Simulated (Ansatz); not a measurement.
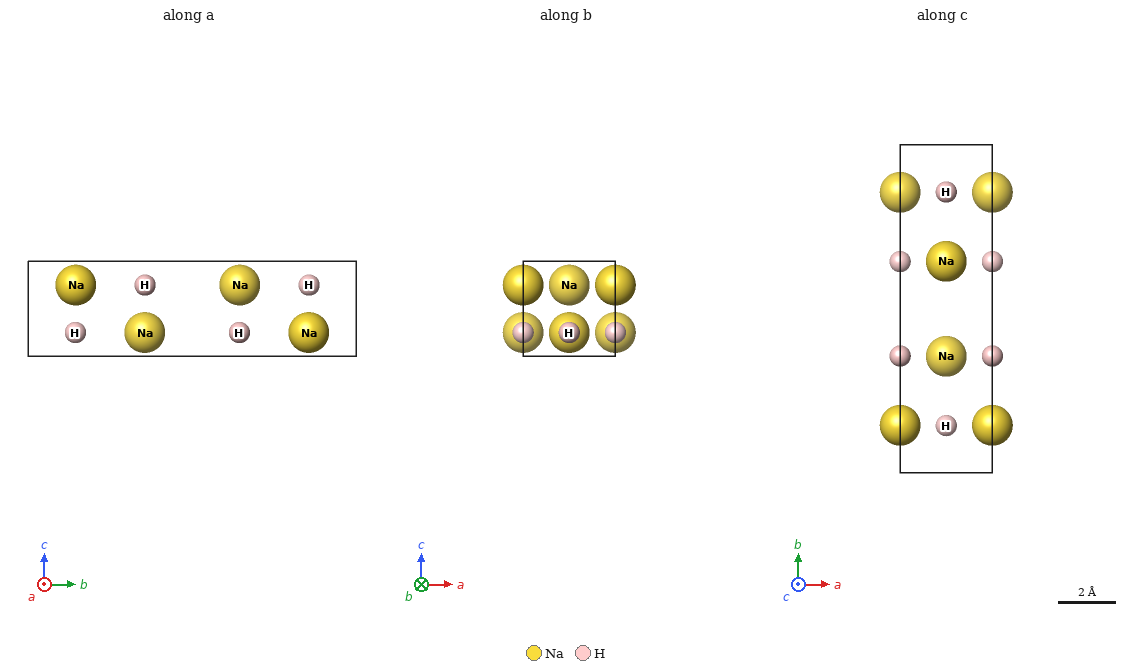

We look at a spheres-only model of the crystal along the a axis, along the b axis and along the c axis. Lines trace the edges of the conventional unit cell.

Lattice parameters: a = 3.2613 Å, b = 11.5926 Å, c = 3.3539 Å, α = 90.000°, β = 90.000°, γ = 90.000°.

Put the structure into a CIF with its space group and independent sites, with free fractional coordinates to two decimals.

```cif
data_structure
_symmetry_space_group_name_H-M 'C m c m'
_symmetry_Int_Tables_number 63
_cell_length_a 3.2613
_cell_length_b 11.5926
_cell_length_c 3.3539
_cell_angle_alpha 90.000
_cell_angle_beta 90.000
_cell_angle_gamma 90.000
_cell_volume 126.80
loop_
_atom_site_label
_atom_site_type_symbol
_atom_site_symmetry_multiplicity
_atom_site_Wyckoff_symbol
_atom_site_fract_x
_atom_site_fract_y
_atom_site_fract_z
_atom_site_occupancy
Na1 Na 4 c 0.50 0.64 0.75 1
H1 H 4 c 0.50 0.86 0.75 1
```

The model was built from a structure type filled with these elements by a generator (whether the compound takes this form wasn't checked). Earlier steps of the study may have refined or changed the cell and positions. A calculation with Ansatz used it as input.
